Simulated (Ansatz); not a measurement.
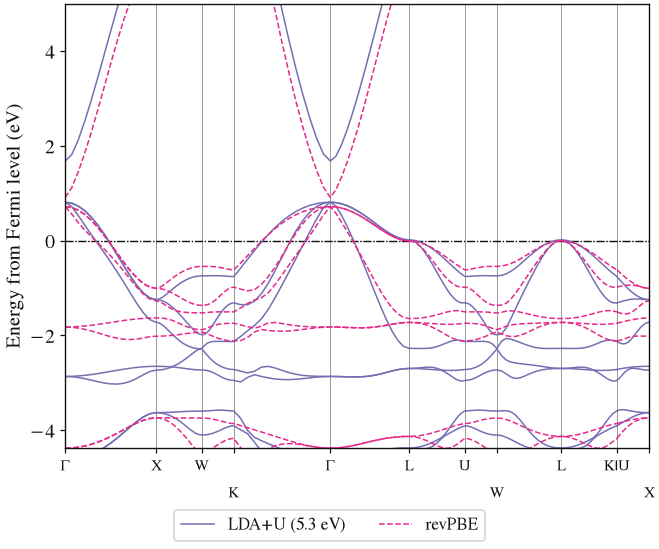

Band structures of zincblende CuO, space group F-43m, 2 atoms in the primitive cell (cubic a = 4.655 Å), by two methods on the same cell. Each is counted from its own Fermi level.

Q: What changes from one method to the other?

A: Both give a metal. Levels within 1 eV of the Fermi level differ by 0.13 eV on average and by 0.77 eV at most (at Γ). Filled levels 1 to 5 eV under it lie 0.42 eV deeper on average in LDA+U (5.3 eV) than in revPBE.

Settings. LDA+U (5.3 eV): Cu d U = 5.3 eV, Ansatz PAW, no spin polarisation, no spin-orbit coupling, 10×10×10 k mesh, 420 eV cutoff, Fermi-Dirac smearing of 0.05 eV (Ansatz). revPBE: Ansatz PAW, no spin polarisation, no spin-orbit coupling, 6×6×6 k mesh, 420 eV cutoff, Fermi-Dirac smearing of 0.05 eV (Ansatz 0.2.0).

The cell is at −6 GPa in revPBE and −18 GPa in LDA+U (5.3 eV). An odd number of electrons without spin polarisation forces a metal; a magnetic or distorted state may lie lower. The run has no spin polarisation, though such a crystal can be magnetic. The PAW data sets were made with another functional. The usual form of CuO is monoclinic. The cell was built from a pattern and not relaxed, so its bond lengths can be off. revPBE: the k mesh is coarse, so the values aren't converged. revPBE: semilocal functionals often make such compounds metallic where correlation or magnetic order opens a gap, which also shifts bond lengths.
